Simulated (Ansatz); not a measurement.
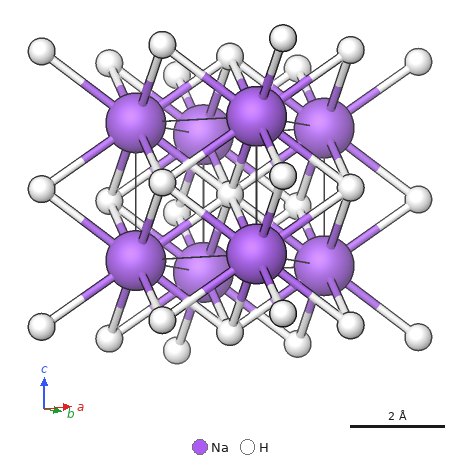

The starting point is a symmetric starting cell of NaH. The picture is a ball-and-stick view of the cell of the calculation, seen from a free direction.

All numbers below come from DFT PBE, scalar-relativistic, plane waves, PAW (Ansatz 0.2.0). Settings: plane-wave cutoff 420 eV; k-point mesh 10 × 10 × 10; occupations gaussian; smearing width 0.02 eV; no spin polarisation.

Now this is done to it. All lengths are scaled by −1.5 % (volume −4.3 %), the atoms keeping their fractional coordinates. No relaxation follows. The starting cell wasn't computed here and needn't be at equilibrium, so pressure and forces aren't due to the change alone.

> Predict the response.

The pressure is 1.4 GPa (not all of it need come from the change, since the unchanged cell can be under pressure at this level too). All forces vanish by symmetry. Among the bonded contacts that change: H–Na 2.559 → 2.522 Å. The space group stays Pm-3m (No. 221).

The changed structure in the same view:

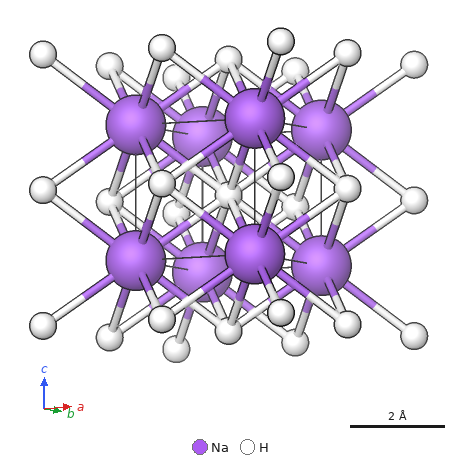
